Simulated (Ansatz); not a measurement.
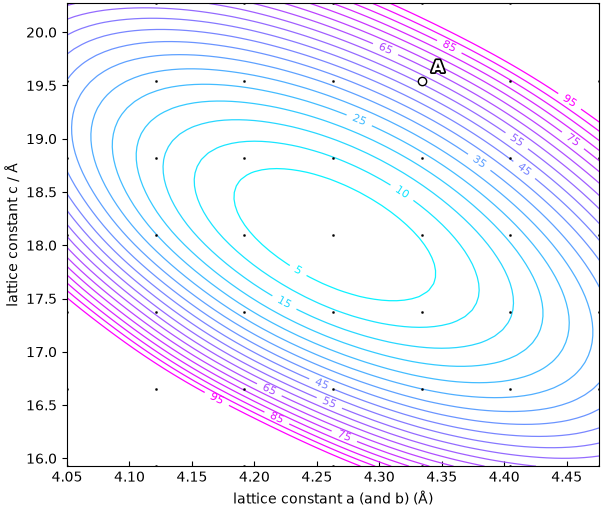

Ge2Sb2Te5 (P-3m1, No. 164; 9 atoms in the cell). The energy is mapped over the lattice constants a and c of the conventional cell. Coordinates scanned: (1) lattice constant a (and b); (2) lattice constant c. Nothing is relaxed (fractional coordinates fixed). Grid: 7 × 7 points. Points are written as (first, second). Energies are in meV/atom, from the lowest grid point. The band gap closes in part of the range. The calculation used Ansatz, DFT PBE, scalar-relativistic, plane waves, PAW. Settings: cutoff 420 eV, k-mesh 9×9×2 in the order of the run's cell vectors, gaussian smearing 0.03 eV, no spin polarisation.

The picture shows contour lines labelled in meV/atom (none above 95), dots at the grid points, the point A. Between grid points the surface is interpolated.

**Is A at rest? If not, where is it pushed?**

A, at (4.334 Å, 19.55 Å), is not a stationary point. The computed force is 340 meV/atom for each Å towards smaller values of lattice constant a (and b) and 57 meV/atom for each Å towards smaller values of lattice constant c.
